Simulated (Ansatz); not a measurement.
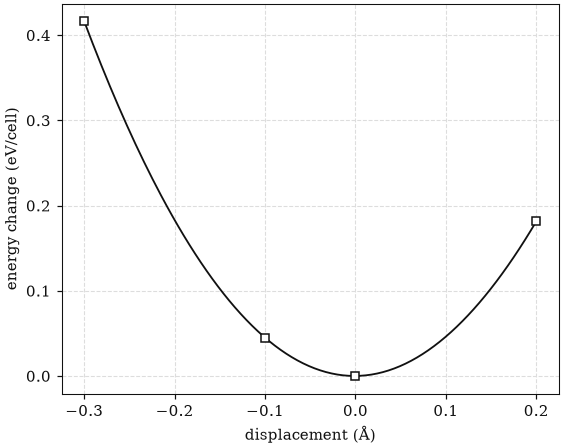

Computed with Ansatz 0.2.0: one atom of a crystal moved along a line, all else fixed, by plane-wave density functional theory with PAW datasets, free energies less that of the undisturbed cell; scalar-relativistic. Level: PBE, no spin polarisation.

- wave cutoff: 420 eV
- k mesh: 10×10×10
- occupations: Gaussian
- smearing width: 0.15 eV
- k shift: (0, 0, 0) (mesh steps)
- start: relaxed
- moved atom: 1
- direction: (0, 0, 1) (Cartesian unit vector)

The given structure:
```yaml
crystal:
  lattice:
    - [5.44683, 0.00000, 0.00000]
    - [0.00000, -5.44683, 0.00000]
    - [0.00000, 0.00000, -5.44683]
  atoms:
    - { symbol: Si, position: [0.25000, 0.25000, 0.25000] }
    - { symbol: Si, position: [0.75000, 0.75000, 0.25000] }
    - { symbol: Si, position: [0.75000, 0.25000, 0.75000] }
    - { symbol: Si, position: [0.25000, 0.75000, 0.75000] }
    - { symbol: Si, position: [0.75000, 0.75000, 0.75000] }
    - { symbol: Si, position: [0.25000, 0.25000, 0.75000] }
    - { symbol: Si, position: [0.25000, 0.75000, 0.25000] }
    - { symbol: Si, position: [0.75000, 0.25000, 0.25000] }
    - { symbol: Ni, position: [0.00000, 0.50000, 0.50000] }
    - { symbol: Ni, position: [0.50000, 0.00000, 0.50000] }
    - { symbol: Ni, position: [0.50000, 0.50000, 0.00000] }
    - { symbol: Ni, position: [0.00000, 0.00000, 0.00000] }
```

Energy change against displacement for Si₂Ni, space group Fm-3m (No. 225).

The energy rises on both sides of the starting structure, which is therefore a minimum along this path. The energy change is 0.4160 eV/cell at displacement −0.3 Å and 0.1814 eV/cell at 0.2 Å; the lowest computed point is at displacement 0.0 Å (0.0000 eV/cell), and no other minimum shows among the points.

Limits of the calculation: no spin polarisation, a magnetic state may lie lower.
